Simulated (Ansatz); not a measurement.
Run report: Zn15HS15 (charge −1), geometry relaxation (part 1 of 3)

- system: Zn15HS15 (defect cell, 31 atoms in the cell, total charge −1)
- method: DFT PBE, scalar-relativistic, plane waves, PAW, no spin polarisation (Ansatz 0.2.0)

The structure derives from a Materials Project entry. It belongs to a series of runs on one base structure; here: H interstitial, charge -1, atoms relaxed at the host's cell.

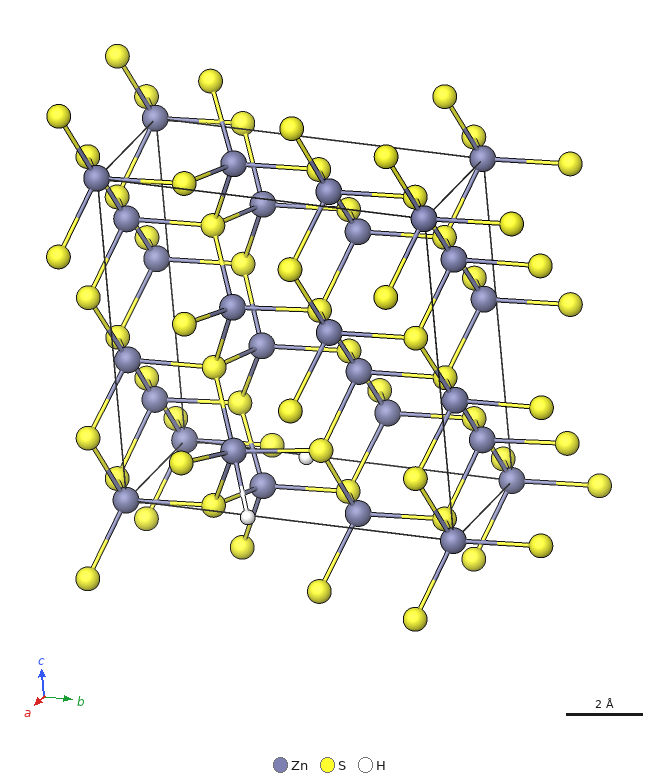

Fig. 1: The input geometry (ball-and-stick view of the cell of the calculation, seen slightly off an axis; bonded neighbours outside the cell are drawn too). An atom can appear more than once, as a periodic image.

### Summary

| quantity | value |
| --- | --- |
| outcome | converged |
| electrons treated | 272 |
| free energy | −63348.1518 eV |
| Fermi energy | 7.116 eV |
| gap on the k-point mesh | 1.46 eV |
| final volume | 605.29 Å³ |
| largest force (length of the vector) at the end | 0.009 eV/Å |
| hardware | 4 threads of Intel Xeon @ 2.50GHz (Skylake/Cascade Lake), 32 GiB of memory available, shared host |
| wall time | 1.7 min (CPU time 6.6 min) |
| peak memory | 2.6 GiB |

### Remarks

The cell is charged and computed with a neutralising background, so its energy and pressure depend on the cell and aren't those of a real crystal.

### Input file
```yaml
crystal:
  lattice:
    - [0.0, -6.661821405, 0.0]
    - [0.0, -2.220607135, 9.4492875342]
    - [-9.6155109536, -3.3309107025, 0.0]
  atoms:
    - { symbol: Zn, position: [0.6001454026, 1.0000176581, 0.7996793562] }
    - { symbol: Zn, position: [0.8012672622, 1.0040188769, 0.3996627231] }
    - { symbol: Zn, position: [0.1994721542, 1.0022799333, 0.6012180064] }
    - { symbol: Zn, position: [0.4018835341, 0.9973117397, 0.2014141688] }
    - { symbol: Zn, position: [-6.69133e-05, 0.9980217845, 0.0001658857] }
    - { symbol: Zn, position: [0.3762160899, 0.6669236144, 0.8019042263] }
    - { symbol: Zn, position: [0.5733161733, 0.6695709501, 0.4045755461] }
    - { symbol: Zn, position: [0.9764107709, 0.6686246058, 0.6007413335] }
    - { symbol: Zn, position: [0.1764147991, 0.6682553826, 0.2014400632] }
    - { symbol: Zn, position: [0.7769830011, 0.6675690265, 0.0010463947] }
    - { symbol: Zn, position: [0.1536019376, 0.3370009716, 0.8040059922] }
    - { symbol: Zn, position: [0.3621674334, 0.3349575447, 0.4029819745] }
    - { symbol: Zn, position: [0.7608129332, 0.3343652301, 0.5970118544] }
    - { symbol: Zn, position: [0.9668844005, 0.3379098591, 0.189102004] }
    - { symbol: Zn, position: [0.5425216803, 0.3347281681, 0.0020052741] }
    - { symbol: S, position: [0.5222317877, 0.2492121463, 0.7960257672] }
    - { symbol: S, position: [0.7272194898, 0.253715349, 0.3941025737] }
    - { symbol: S, position: [0.1198070402, 0.251699285, 0.6010873902] }
    - { symbol: S, position: [0.3238724595, 0.2433820522, 0.2068078542] }
    - { symbol: S, position: [0.9080627611, 0.2488332693, -0.0017392981] }
    - { symbol: S, position: [0.0716557396, 0.5838882797, 0.8034788768] }
    - { symbol: S, position: [0.2713206449, 0.5847736199, 0.4014334034] }
    - { symbol: S, position: [0.6714199437, 0.5842592176, 0.6021683919] }
    - { symbol: S, position: [0.8685526468, 0.5884767556, 0.2040190288] }
    - { symbol: S, position: [0.4704982714, 0.5818053973, 0.0019429218] }
    - { symbol: S, position: [0.2948269148, 0.9162221161, 0.800444126] }
    - { symbol: S, position: [0.4956429796, 0.9183517259, 0.4021476115] }
    - { symbol: S, position: [0.895337973, 0.9180389291, 0.5996490279] }
    - { symbol: S, position: [0.0950772985, 0.9171492056, 0.2003521066] }
    - { symbol: S, position: [0.6936173923, 0.9162118354, -5.31235e-05] }
    - { symbol: H, position: [0.1633162232, 0.4017361654, 0.0281609754] }
  host:
    lattice:
      - [1.9231021907, 1.1103035675, 9.4492875342]
      - [-1.9231021907, 1.1103035675, 9.4492875342]
      - [0.0, -2.220607135, 9.4492875342]
    atoms:
      - { symbol: Zn, position: [0.9999659065, 0.9999659065, 0.9999659065] }
      - { symbol: Zn, position: [0.2222538456, 0.2222538456, 0.2222538456] }
      - { symbol: Zn, position: [0.4445320866, 0.4445320866, 0.4445320866] }
      - { symbol: S, position: [0.0832951075, 0.0832951075, 0.0832951075] }
      - { symbol: S, position: [0.527853098, 0.527853098, 0.527853098] }
      - { symbol: S, position: [0.3054259557, 0.3054259557, 0.3054259557] }
total_charge: -1
basis:
  ecutwfc: 420
  xc_grid: 2
kpoints:
  mp_grid: { grid: [2, 2, 2], shift: [0.0, 0.0, 0.0] }
hamiltonian:
  xc: pbe
scf:
  occupations: { method: gaussian, width: 0.01 }
output:
  forces: true
  stress: false
  eigenvalues: true
  charged_corrections:
    defect_position: [0.185, 0.45, 0.005]
    epsilon: [[9.1424, 0.0, 0.0], [0.0, 9.1424, 0.0], [0.0, 0.0, 9.5496]]
  write_density: true
  write_potential: true
  elf: true
  volumetric_format: npy
relax:
  adjacent_minimum: "off"
  f_tol: 0.025
  max_steps: 45
```

Launched with:
```bash
ansatz run input.yaml --threads 4 --pin off --max-ram 10240MiB --backend cpu --events-out ev --progress --plain --runs-dir out
```

### What the program printed
```
Engine: ansatz 0.2.0, x86_64-unknown-linux-gnu
Pseudopotentials: kind: paw
Pseudopotential: Zn, paw, valence charge 12, recommended cutoff 420 eV (normal), Zn.paw.azcp
Pseudopotential: S, paw, valence charge 6, recommended cutoff 420 eV (normal), S.paw.azcp
Pseudopotential: H, paw, valence charge 1, recommended cutoff 420 eV (normal), H.paw.azcp
Functional definition: PBE
  parameter kappa = 0.804
  parameter beta = 0.06672455060314922
  exchange = pbe_x(kappa = kappa, mu = beta*pi^2/3)
  correlation = pbe_c(beta = beta)
Crystal: 31 atoms, lattice volume = 605.291 Å³
Basis set: ecut = 420 eV, 11811 PW (Γ), exchange–correlation on 90×144×144 points (8 copies of the dense FFT grid, shifted against one another)
Bands: 167, of which v1, the nominal top of the filled ones, is band 136 counted from 1 (135 counted from 0)
Symmetry: 1 space group operations
Space group: P1 (ITA 1), of the structure as read, at distance tolerance 8.5e-5 Å
k-points: 8
Non-local potential: Zn, projectors of the file, l = 0: 2, l = 1: 2, l = 2: 3, l = 3: 1
Non-local potential: S, projectors of the file, l = 0: 2, l = 1: 2, l = 2: 2
Non-local potential: H, projectors of the file, l = 0: 2, l = 1: 1
PAW form: soft (Blöchl's): semilocal exchange-correlation on the pseudo side does not see the compensation charge
PAW one-centre angular grid: Zn, 590 points (default); XC on 64 Gauss nodes
PAW one-centre angular grid: S, 110 points (default); XC on 64 Gauss nodes
PAW one-centre angular grid: H, 110 points (default); XC on 64 Gauss nodes
Initial density: superposition of atomic densities (neutral atoms scaled as one to the charged cell's electrons: chi_scale 0, normalization atom), corrected by the library's trained network
Initial wavefunctions: pseudopotential atomic-orbital guess
Functional: x = pbe(κ = 0.804, μ = 0.2195149727645171), c = pbe(β = 0.06672455060314922)
SCF iter   1: F=—  HF=-63348.076998 eV  |F-HF|=—  |Δ(HF+E_count)|=         —  Δρ=1.77e-2  dr2=1.69e0  ethr=1.77e-3  ⟨swp⟩=6.5  Hψ=5710  notcnv=0  defer=94
preconditioner: auto → Resta (q_TF=auto, 2.388 Å⁻¹)  ε∞=6.9  [insulator: Δε(μ)=1.119 eV  Ē_g=10.292 eV  σ=0.010 eV  W_gap=1.00  n_scr=140 (ndim 8)  ℏωp=24.9 eV  f_vac=0.037  D(μ)=0.00/eV (n_scr^D=0)  ε∞_Penn≈6.9]
SCF iter   2: F=—  HF=-63347.617223 eV  |F-HF|=—  |Δ(HF+E_count)|=   4.60e-1  Δρ=3.18e-3  dr2=1.60e-1  ethr=6.23e-4  ⟨swp⟩=2.0  Hψ=2565  notcnv=0  defer=195
SCF iter   3: F=—  HF=-63347.528908 eV  |F-HF|=—  |Δ(HF+E_count)|=   8.83e-2  Δρ=2.98e-3  dr2=8.51e-2  ethr=5.89e-5  ⟨swp⟩=2.1  Hψ=2566  notcnv=0  defer=195
SCF iter   4: F=—  HF=-63347.509262 eV  |F-HF|=—  |Δ(HF+E_count)|=   1.96e-2  Δρ=1.21e-3  dr2=7.02e-3  ethr=3.13e-5  ⟨swp⟩=2.2  Hψ=2164  notcnv=0  defer=195
SCF iter   5: F=—  HF=-63347.513281 eV  |F-HF|=—  |Δ(HF+E_count)|=   4.02e-3  Δρ=2.53e-4  dr2=7.54e-4  ethr=2.58e-6  ⟨swp⟩=2.0  Hψ=2577  notcnv=0  defer=195
SCF iter   6: F=—  HF=-63347.513400 eV  |F-HF|=—  |Δ(HF+E_count)|=   1.19e-4  Δρ=2.55e-4  dr2=2.54e-4  ethr=2.77e-7  ⟨swp⟩=2.9  Hψ=2149  notcnv=0  defer=195
SCF iter   7: F=—  HF=-63347.513294 eV  |F-HF|=—  |Δ(HF+E_count)|=   1.06e-4  Δρ=8.22e-5  dr2=3.72e-5  ethr=9.34e-8  ⟨swp⟩=2.0  Hψ=2109  notcnv=0  defer=195
SCF iter   8: F=-63347.513312 eV  HF=-63347.513310 eV  |F-HF|=2.35e-6  |Δ(HF+E_count)|=   1.51e-5  Δρ=3.50e-5  dr2=1.09e-5  ethr=5.74e-9  ⟨swp⟩=20.4  Hψ=14905  notcnv=0
SCF 1 converged in 8 iterations: F = -63347.513312 eV  dr2 = 1.09e-5
  greatest PAW one-centre occupation: 0.986 electrons in one spin orbital (limit 2), on the Zn atom at site 10 (counted from 0), in its partial waves of l = 2
relax step   1: F+E_penalty+E_count = -63347.51331186 eV  Δ(F+E_penalty+E_count) = +0.000e0 eV  max|allowed force component| = 8.774e-1 eV/Å  Δτ_max = 0.0000 Å  (8 SCF iters, dr2 threshold 1.56e-5 eV, accepted)
Initial density: handed on by an earlier stage of this run
Initial wavefunctions: those handed on with the density
iter 1 solved again at ethr=4.50e-5 eV; its pass at ethr=3.10e-3 eV (dr2=1.22e-1 eV) is discarded
SCF iter   1: F=—  HF=-63347.947281 eV  |F-HF|=—  |Δ(HF+E_count)|=         —  Δρ=5.83e-3  dr2=1.22e-1  ethr=4.50e-5  ⟨swp⟩=1.8  Hψ=4815  notcnv=0  defer=192
preconditioner: auto → Resta (q_TF=auto, 2.388 Å⁻¹)  ε∞=6.5  [insulator: Δε(μ)=1.056 eV  Ē_g=10.567 eV  σ=0.010 eV  W_gap=1.00  n_scr=140 (ndim 8)  ℏωp=24.9 eV  f_vac=0.033  D(μ)=0.00/eV (n_scr^D=0)  ε∞_Penn≈6.5]
SCF iter   2: F=—  HF=-63347.927951 eV  |F-HF|=—  |Δ(HF+E_count)|=   1.93e-2  Δρ=3.05e-3  dr2=3.71e-2  ethr=4.47e-5  ⟨swp⟩=2.0  Hψ=1633  notcnv=0  defer=192
SCF iter   3: F=—  HF=-63347.925094 eV  |F-HF|=—  |Δ(HF+E_count)|=   2.86e-3  Δρ=1.31e-3  dr2=6.15e-3  ethr=1.36e-5  ⟨swp⟩=2.8  Hψ=2189  notcnv=0  defer=192
SCF iter   4: F=—  HF=-63347.921125 eV  |F-HF|=—  |Δ(HF+E_count)|=   3.97e-3  Δρ=2.69e-4  dr2=6.01e-4  ethr=2.26e-6  ⟨swp⟩=2.0  Hψ=2540  notcnv=0  defer=196
SCF iter   5: F=-63347.921079 eV  HF=-63347.921074 eV  |F-HF|=4.89e-6  |Δ(HF+E_count)|=   5.06e-5  Δρ=6.23e-5  dr2=3.89e-5  ethr=1.77e-8  ⟨swp⟩=15.9  Hψ=13045  notcnv=0
SCF 2 converged in 5 iterations: F = -63347.921079 eV  dr2 = 3.89e-5
  greatest PAW one-centre occupation: 0.987 electrons in one spin orbital (limit 2), on the Zn atom at site 13 (counted from 0), in its partial waves of l = 2
relax step   2: F+E_penalty+E_count = -63347.92107910 eV  Δ(F+E_penalty+E_count) = -4.078e-1 eV  max|allowed force component| = 7.285e-1 eV/Å  Δτ_max = 0.1950 Å  (5 SCF iters, dr2 threshold 4.81e-5 eV, accepted)
SCF iter   1: F=—  HF=-63348.108899 eV  |F-HF|=—  |Δ(HF+E_count)|=         —  Δρ=5.35e-3  dr2=1.22e-1  ethr=3.39e-4  ⟨swp⟩=4.6  Hψ=3502  notcnv=0  defer=187
preconditioner: auto → Resta (q_TF=auto, 2.388 Å⁻¹)  ε∞=6.6  [insulator: Δε(μ)=1.371 eV  Ē_g=10.564 eV  σ=0.010 eV  W_gap=1.00  n_scr=140 (ndim 8)  ℏωp=24.9 eV  f_vac=0.033  D(μ)=0.00/eV (n_scr^D=0)  ε∞_Penn≈6.6]
SCF iter   2: F=—  HF=-63348.085290 eV  |F-HF|=—  |Δ(HF+E_count)|=   2.36e-2  Δρ=2.84e-3  dr2=4.00e-2  ethr=4.50e-5  ⟨swp⟩=2.0  Hψ=1847  notcnv=0  defer=192
SCF iter   3: F=—  HF=-63348.079769 eV  |F-HF|=—  |Δ(HF+E_count)|=   5.52e-3  Δρ=1.18e-3  dr2=6.01e-3  ethr=1.47e-5  ⟨swp⟩=2.6  Hψ=2175  notcnv=0  defer=192
SCF iter   4: F=—  HF=-63348.076619 eV  |F-HF|=—  |Δ(HF+E_count)|=   3.15e-3  Δρ=3.33e-4  dr2=1.03e-3  ethr=2.21e-6  ⟨swp⟩=2.0  Hψ=2217  notcnv=0  defer=192
SCF iter   5: F=—  HF=-63348.076511 eV  |F-HF|=—  |Δ(HF+E_count)|=   1.08e-4  Δρ=1.02e-4  dr2=9.94e-5  ethr=3.79e-7  ⟨swp⟩=2.0  Hψ=2404  notcnv=0  defer=192
SCF iter   6: F=-63348.076542 eV  HF=-63348.076542 eV  |F-HF|=2.28e-7  |Δ(HF+E_count)|=   3.10e-5  Δρ=4.22e-5  dr2=1.45e-5  ethr=1.22e-8  ⟨swp⟩=16.9  Hψ=14099  notcnv=0
SCF 3 converged in 6 iterations: F = -63348.076542 eV  dr2 = 1.45e-5
relax step   3: F+E_penalty+E_count = -63348.07654189 eV  Δ(F+E_penalty+E_count) = -1.555e-1 eV  max|allowed force component| = 3.203e-1 eV/Å  Δτ_max = 0.1955 Å  (6 SCF iters, dr2 threshold 3.32e-5 eV, accepted)
SCF iter   1: F=—  HF=-63348.135846 eV  |F-HF|=—  |Δ(HF+E_count)|=         —  Δρ=2.28e-3  dr2=1.74e-2  ethr=7.54e-5  ⟨swp⟩=5.0  Hψ=3122  notcnv=0  defer=193
preconditioner: auto → Resta (q_TF=auto, 2.388 Å⁻¹)  ε∞=6.5  [insulator: Δε(μ)=1.445 eV  Ē_g=10.574 eV  σ=0.010 eV  W_gap=1.00  n_scr=140 (ndim 8)  ℏωp=24.9 eV  f_vac=0.034  D(μ)=0.00/eV (n_scr^D=0)  ε∞_Penn≈6.5]
SCF iter   2: F=—  HF=-63348.132946 eV  |F-HF|=—  |Δ(HF+E_count)|=   2.90e-3  Δρ=1.19e-3  dr2=5.00e-3  ethr=6.41e-6  ⟨swp⟩=2.0  Hψ=2037  notcnv=0  defer=193
SCF iter   3: F=—  HF=-63348.132423 eV  |F-HF|=—  |Δ(HF+E_count)|=   5.23e-4  Δρ=3.20e-4  dr2=4.55e-4  ethr=1.84e-6  ⟨swp⟩=2.0  Hψ=2168  notcnv=0  defer=193
SCF iter   4: F=—  HF=-63348.132250 eV  |F-HF|=—  |Δ(HF+E_count)|=   1.73e-4  Δρ=1.44e-4  dr2=1.23e-4  ethr=1.67e-7  ⟨swp⟩=2.0  Hψ=2111  notcnv=0  defer=193
SCF iter   5: F=-63348.132225 eV  HF=-63348.132228 eV  |F-HF|=3.54e-6  |Δ(HF+E_count)|=   2.22e-5  Δρ=4.59e-5  dr2=1.57e-5  ethr=7.29e-9  ⟨swp⟩=13.5  Hψ=11888  notcnv=0
SCF 4 converged in 5 iterations: F = -63348.132225 eV  dr2 = 1.57e-5
  greatest PAW one-centre occupation: 0.987 electrons in one spin orbital (limit 2), on the Zn atom at site 14 (counted from 0), in its partial waves of l = 2
relax step   4: F+E_penalty+E_count = -63348.13222475 eV  Δ(F+E_penalty+E_count) = -5.568e-2 eV  max|allowed force component| = 1.608e-1 eV/Å  Δτ_max = 0.0756 Å  (5 SCF iters, dr2 threshold 1.98e-5 eV, accepted)
SCF iter   1: F=—  HF=-63348.155376 eV  |F-HF|=—  |Δ(HF+E_count)|=         —  Δρ=2.63e-3  dr2=2.49e-2  ethr=8.65e-5  ⟨swp⟩=5.2  Hψ=3137  notcnv=0  defer=190
preconditioner: auto → Resta (q_TF=auto, 2.388 Å⁻¹)  ε∞=6.5  [insulator: Δε(μ)=1.483 eV  Ē_g=10.581 eV  σ=0.010 eV  W_gap=1.00  n_scr=140 (ndim 8)  ℏωp=24.9 eV  f_vac=0.034  D(μ)=0.00/eV (n_scr^D=0)  ε∞_Penn≈6.5]
SCF iter   2: F=—  HF=-63348.151441 eV  |F-HF|=—  |Δ(HF+E_count)|=   3.93e-3  Δρ=1.41e-3  dr2=7.56e-3  ethr=9.17e-6  ⟨swp⟩=2.0  Hψ=2023  notcnv=0  defer=190
SCF iter   3: F=—  HF=-63348.150456 eV  |F-HF|=—  |Δ(HF+E_count)|=   9.86e-4  Δρ=2.75e-4  dr2=3.55e-4  ethr=2.78e-6  ⟨swp⟩=2.0  Hψ=2172  notcnv=0  defer=190
SCF iter   4: F=—  HF=-63348.150602 eV  |F-HF|=—  |Δ(HF+E_count)|=   1.46e-4  Δρ=1.84e-4  dr2=1.43e-4  ethr=1.31e-7  ⟨swp⟩=2.0  Hψ=2115  notcnv=0  defer=190
SCF iter   5: F=—  HF=-63348.150553 eV  |F-HF|=—  |Δ(HF+E_count)|=   4.85e-5  Δρ=6.99e-5  dr2=2.42e-5  ethr=5.25e-8  ⟨swp⟩=2.0  Hψ=2114  notcnv=0  defer=190
SCF iter   6: F=-63348.150549 eV  HF=-63348.150550 eV  |F-HF|=7.04e-7  |Δ(HF+E_count)|=   3.67e-6  Δρ=1.72e-5  dr2=1.99e-6  ethr=1.84e-9  ⟨swp⟩=16.2  Hψ=13183  notcnv=0
SCF 5 converged in 6 iterations: F = -63348.150549 eV  dr2 = 1.99e-6
relax step   5: F+E_penalty+E_count = -63348.15054905 eV  Δ(F+E_penalty+E_count) = -1.832e-2 eV  max|allowed force component| = 2.696e-2 eV/Å  Δτ_max = 0.0765 Å  (6 SCF iters, dr2 threshold 4.99e-6 eV, accepted)
SCF iter   1: F=—  HF=-63348.151242 eV  |F-HF|=—  |Δ(HF+E_count)|=         —  Δρ=8.40e-4  dr2=2.60e-3  ethr=9.90e-6  ⟨swp⟩=4.0  Hψ=2869  notcnv=0  defer=190
preconditioner: auto → Resta (q_TF=auto, 2.388 Å⁻¹)  ε∞=6.5  [insulator: Δε(μ)=1.448 eV  Ē_g=10.575 eV  σ=0.010 eV  W_gap=1.00  n_scr=140 (ndim 8)  ℏωp=24.9 eV  f_vac=0.034  D(μ)=0.00/eV (n_scr^D=0)  ε∞_Penn≈6.5]
SCF iter   2: F=—  HF=-63348.150894 eV  |F-HF|=—  |Δ(HF+E_count)|=   3.47e-4  Δρ=4.58e-4  dr2=8.14e-4  ethr=9.55e-7  ⟨swp⟩=2.0  Hψ=1552  notcnv=0  defer=190
SCF iter   3: F=—  HF=-63348.150781 eV  |F-HF|=—  |Δ(HF+E_count)|=   1.13e-4  Δρ=1.01e-4  dr2=5.41e-5  ethr=2.99e-7  ⟨swp⟩=2.0  Hψ=2114  notcnv=0  defer=190
SCF iter   4: F=—  HF=-63348.150990 eV  |F-HF|=—  |Δ(HF+E_count)|=   2.08e-4  Δρ=5.45e-5  dr2=1.53e-5  ethr=1.99e-8  ⟨swp⟩=2.0  Hψ=2114  notcnv=0  defer=190
SCF iter   5: F=—  HF=-63348.150985 eV  |F-HF|=—  |Δ(HF+E_count)|=   4.22e-6  Δρ=1.90e-5  dr2=2.59e-6  ethr=5.62e-9  ⟨swp⟩=2.0  Hψ=2114  notcnv=0  defer=190
SCF iter   6: F=—  HF=-63348.150985 eV  |F-HF|=—  |Δ(HF+E_count)|=   7.25e-8  Δρ=5.02e-6  dr2=2.75e-7  ethr=9.53e-10  ⟨swp⟩=2.0  Hψ=2122  notcnv=0  defer=190
SCF iter   7: F=-63348.150985 eV  HF=-63348.150985 eV  |F-HF|=5.96e-8  |Δ(HF+E_count)|=   9.25e-8  Δρ=3.08e-6  dr2=4.36e-8  ethr=3.68e-11  ⟨swp⟩=14.9  Hψ=9736  notcnv=0
SCF 6 converged in 7 iterations: F = -63348.150985 eV  dr2 = 4.36e-8
relax step   6: F+E_penalty+E_count = -63348.15098541 eV  Δ(F+E_penalty+E_count) = -4.364e-4 eV  max|allowed force component| = 2.549e-2 eV/Å  Δτ_max = 0.0236 Å  (7 SCF iters, accepted)
SCF iter   1: F=—  HF=-63348.151922 eV  |F-HF|=—  |Δ(HF+E_count)|=         —  Δρ=6.62e-4  dr2=1.44e-3  ethr=5.54e-6  ⟨swp⟩=3.2  Hψ=2827  notcnv=0  defer=190
preconditioner: auto → Resta (q_TF=auto, 2.388 Å⁻¹)  ε∞=6.5  [insulator: Δε(μ)=1.459 eV  Ē_g=10.574 eV  σ=0.010 eV  W_gap=1.00  n_scr=140 (ndim 8)  ℏωp=24.9 eV  f_vac=0.034  D(μ)=0.00/eV (n_scr^D=0)  ε∞_Penn≈6.5]
SCF iter   2: F=—  HF=-63348.151687 eV  |F-HF|=—  |Δ(HF+E_count)|=   2.35e-4  Δρ=3.50e-4  dr2=4.23e-4  ethr=5.30e-7  ⟨swp⟩=2.0  Hψ=1758  notcnv=0  defer=190
SCF iter   3: F=—  HF=-63348.151629 eV  |F-HF|=—  |Δ(HF+E_count)|=   5.81e-5  Δρ=5.54e-5  dr2=1.88e-5  ethr=1.55e-7  ⟨swp⟩=2.0  Hψ=2114  notcnv=0  defer=190
SCF iter   4: F=—  HF=-63348.151842 eV  |F-HF|=—  |Δ(HF+E_count)|=   2.13e-4  Δρ=5.76e-5  dr2=1.20e-5  ethr=6.92e-9  ⟨swp⟩=2.0  Hψ=2122  notcnv=0  defer=190
SCF iter   5: F=—  HF=-63348.151835 eV  |F-HF|=—  |Δ(HF+E_count)|=   7.12e-6  Δρ=6.57e-6  dr2=3.52e-7  ethr=4.40e-9  ⟨swp⟩=2.0  Hψ=2114  notcnv=0  defer=190
SCF iter   6: F=-63348.151835 eV  HF=-63348.151835 eV  |F-HF|=2.18e-11  |Δ(HF+E_count)|=   2.14e-7  Δρ=2.34e-6  dr2=5.22e-8  ethr=3.68e-11  ⟨swp⟩=13.0  Hψ=9335  notcnv=0
SCF 7 converged in 6 iterations: F = -63348.151835 eV  dr2 = 5.22e-8
relax step   7: F+E_penalty+E_count = -63348.15183540 eV  Δ(F+E_penalty+E_count) = -8.500e-4 eV  max|allowed force component| = 8.307e-3 eV/Å  Δτ_max = 0.0190 Å  (6 SCF iters, accepted)
```

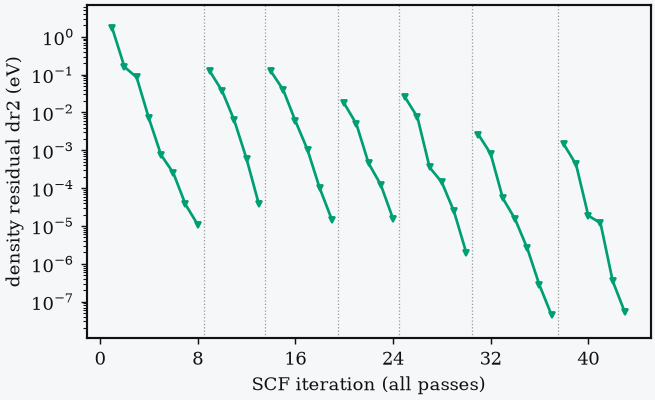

Fig. 2: Convergence of the self-consistent field: density residual dr2 against the SCF iteration. The dotted lines part the SCF passes of the relaxation: geometry steps, rejected trials and re-solves on a re-selected basis. The 7 passes take 5 to 8 iterations each, 43 in all.
